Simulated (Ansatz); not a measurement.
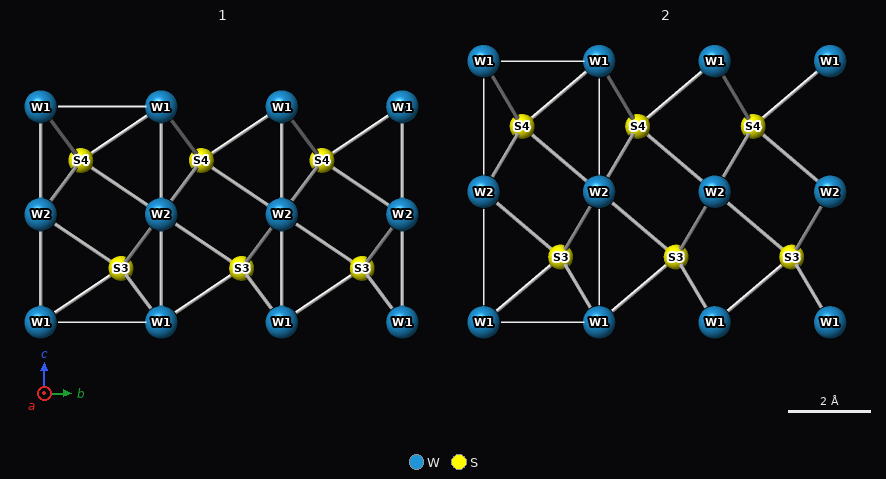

Two geometries of solid WS (built on the nickel arsenide type) (coarse preliminary run), drawn at one scale. One is the start of a relaxation, the other its converged end. The picture is a ball-and-stick view of the cell of the calculation, repeated 1 × 3 × 1 with one cell outlined, seen along the a axis.

Theory: DFT PBE, scalar-relativistic, plane waves, PAW in Ansatz 0.2.0. Set-up: plane-wave cutoff 420 eV; k-point mesh 6 × 6 × 4; occupations gaussian; smearing width 0.1 eV; no spin polarisation; cell and atoms relaxed; force threshold 0.05 eV/Å; at most 80 steps.

Question: Which one is relaxed?

Answer: Structure 2 is the relaxed one. No atom moves by more than 0.005 Å relative to the cell. Cell: a = b 3.399 → 3.256 Å (−4.2 %), c 5.268 → 6.377 Å (+21.0 %). Volume +11.1 %. Among the contacts that change: W1–W2 2.634 → 3.188 Å, W1–S3 2.363 → 2.465 Å. Among the angles between lasting bonds that change: W1–S3–W2 67.7° → 80.6°, W1–S3–W1 92.0° → 82.7°, S3–W1–S4 88.0° → 97.3°. The space group stays P6_3/mmc (No. 194). Over 7 accepted moves (9 points after the start) the energy falls by 485 meV per atom. All forces vanish by symmetry, so only the cell relaxes. The pressure goes from 47.13 to 0.01 GPa. At 2 points the geometry stayed and the basis and grid were re-selected for the new cell (energy shift of 4.6 meV per atom at most each time). The run took 16 s on 1 thread of Intel(R) Xeon(R) 6975P-C (Granite Rapids) (shared host), peak memory 0.36 GiB.
